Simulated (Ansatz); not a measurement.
Consider this structure, W.

```
CELL_PARAMETERS angstrom
2.72247 0.00000 0.00000
0.00000 5.49313 0.00000
0.00000 0.00000 9.13099
ATOMIC_POSITIONS crystal
W 0.25000 0.25000 0.75000
W 0.50000 0.00000 0.00000
W 0.25000 0.75000 0.25000
W 0.50000 0.50000 0.50000
W 0.75000 0.25000 0.25000
W 0.00000 0.00000 0.50000
W 0.75000 0.75000 0.75000
W 0.00000 0.50000 0.00000
```

It is based on coordinates from a relaxation with DFT, BLYP, plane waves (420 eV) with PAW, scalar-relativistic in Ansatz 0.2.0; the starting structure was generated, so it need not be a known form of this composition.

> Predict the first 5 clear peaks of the neutron G(r) with σ = 0.10 Å, and name the atom pairs.

1. 2.74 Å: W–W at 2.72–2.75 Å
2. 3.07 Å: W–W at 3.07 Å
3. 3.35 Å: W–W at 3.36 Å
4. 4.32 Å: W–W at 4.32 Å
5. 4.79 Å: W–W at 4.76–4.92 Å

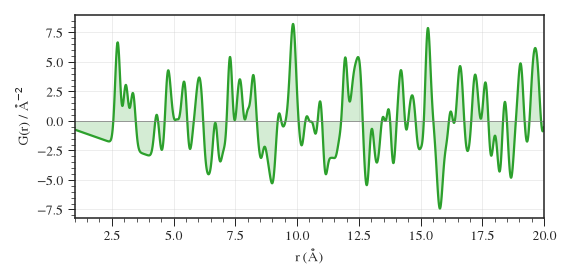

The curve is a calculated neutron PDF: distances of the static structure, each pair weighted by the product of the tabulated coherent neutron scattering lengths (natural isotope mix where the element has one), broadened by Gaussians with σ = 0.10 Å. No termination ripples are included.
